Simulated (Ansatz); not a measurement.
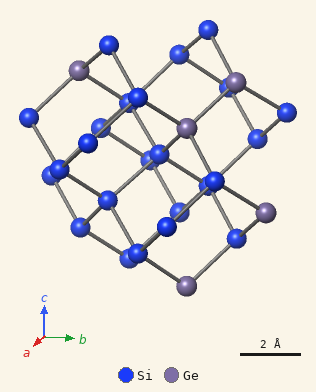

This is the input geometry for a relaxation of a crystal of Si56Ge8 (a generated structure, set up in P1). A ball-and-stick model of the atoms within 5.0 Å of the atom that moves most (axes of the cell of the calculation), seen slightly off an axis.

The calculation used DFT, PBEsol, PAW, plane waves (Ansatz).

Settings: plane-wave cutoff 420 eV; k-point mesh 1 × 1 × 1; mesh shifted by (0.25, 0.25, 0.25); no spin polarisation; cell relaxed at fixed shape; force threshold 0.03 eV/Å; at most 80 steps.

```
CELL_PARAMETERS angstrom
10.92385 0.00000 0.00000
0.00000 10.92385 0.00000
0.00000 0.00000 10.92385
ATOMIC_POSITIONS crystal
Si 0.99977 0.00067 0.00337
Si 0.99708 0.00040 0.49929
Si 0.00072 0.49937 0.00000
Si 0.99940 0.50193 0.50149
Si 0.50040 0.00035 0.49871
Si 0.49574 0.49996 0.49826
Si 0.12493 0.12675 0.12392
Si 0.12515 0.12226 0.62387
Si 0.12986 0.62670 0.12386
Si 0.12551 0.62541 0.62481
Si 0.62698 0.12599 0.12451
Si 0.62540 0.62551 0.12403
Si 0.62398 0.62122 0.62714
Si 0.24818 0.25271 0.00167
Si 0.25266 0.25259 0.50233
Si 0.24881 0.75031 0.00387
Si 0.25015 0.75185 0.49983
Si 0.74783 0.25043 0.00329
Si 0.74884 0.75088 0.99752
Si 0.75059 0.75083 0.49933
Si 0.37554 0.37550 0.12404
Si 0.37315 0.37573 0.62386
Si 0.37371 0.87594 0.12442
Si 0.37687 0.87800 0.62684
Si 0.87627 0.37170 0.12359
Si 0.87450 0.37372 0.62463
Si 0.87158 0.87553 0.62501
Si 0.25357 0.00037 0.24841
Si 0.24935 0.00053 0.75154
Si 0.25108 0.50070 0.25010
Si 0.24960 0.50003 0.75178
Si 0.75232 0.00202 0.24835
Si 0.75138 0.99675 0.74754
Si 0.75254 0.50218 0.25357
Si 0.75063 0.50085 0.75083
Si 0.37419 0.12382 0.37531
Si 0.37357 0.12688 0.87713
Si 0.37605 0.62493 0.37641
Si 0.37675 0.62381 0.87411
Si 0.87400 0.12662 0.37764
Si 0.87497 0.12548 0.87291
Si 0.87328 0.62429 0.37599
Si 0.87414 0.62475 0.87549
Si 0.00338 0.24949 0.74983
Si 0.99975 0.75277 0.24984
Si 0.99865 0.75045 0.75202
Si 0.49952 0.25211 0.24834
Si 0.49907 0.24942 0.75124
Si 0.49821 0.75218 0.24877
Si 0.49916 0.75325 0.75065
Si 0.12763 0.37284 0.37546
Si 0.12729 0.37409 0.87430
Si 0.12507 0.87201 0.37537
Si 0.12537 0.87637 0.87477
Si 0.62490 0.37533 0.37688
Si 0.62658 0.37038 0.87463
Ge 0.50092 0.99800 0.99808
Ge 0.49788 0.49635 0.00021
Ge 0.62462 0.12657 0.62258
Ge 0.74977 0.24710 0.50065
Ge 0.87609 0.87597 0.12649
Ge 0.00007 0.24735 0.25023
Ge 0.62623 0.87384 0.37098
Ge 0.62175 0.87355 0.87449
```

### Where does the relaxation end?

The atom that moves furthest relative to the cell is Si50 (0.077 Å along [−1 −3 −2]). Largest moves by element: Si 0.077 Å, Ge 0.069 Å. The drawn cell changes as follows: a = b = c 10.924 → 10.919 Å (0.0 %); the volume changes by −0.1 %. Some distances before and after: Ge57–Ge64 2.327 → 2.436 Å, Si50–Ge64 2.313 → 2.394 Å, Si13–Si20 2.422 → 2.359 Å, Si27–Si33 2.295 → 2.350 Å. Bond angles that change, for instance: Si13–Si50–Si39 106.4° → 110.5°, Si50–Si39–Ge58 111.6° → 109.2°, Si20–Si13–Si50 107.3° → 109.6°. The space group stays P1 (No. 1). Over 3 geometry steps the energy falls by 12.2 meV per atom. Largest force component: 0.98 eV/Å at the start, 0.019 eV/Å at the end. The pressure goes from 0.00 to −0.01 GPa. The run took 38 s on 7 threads of Arm Neoverse-V2, peak memory 2 GiB.

Step by step:

```
step  E − E(0), meV/atom  largest force component, eV/Å  pressure, GPa
   0                0.00                         0.9846           0.00
   1              -11.56                         0.2381           0.06
   2              -12.25                         0.0186          -0.01
   3              -12.25                         0.0187          -0.01
```

After the run, drawn alike:

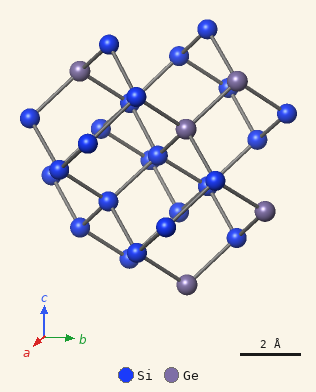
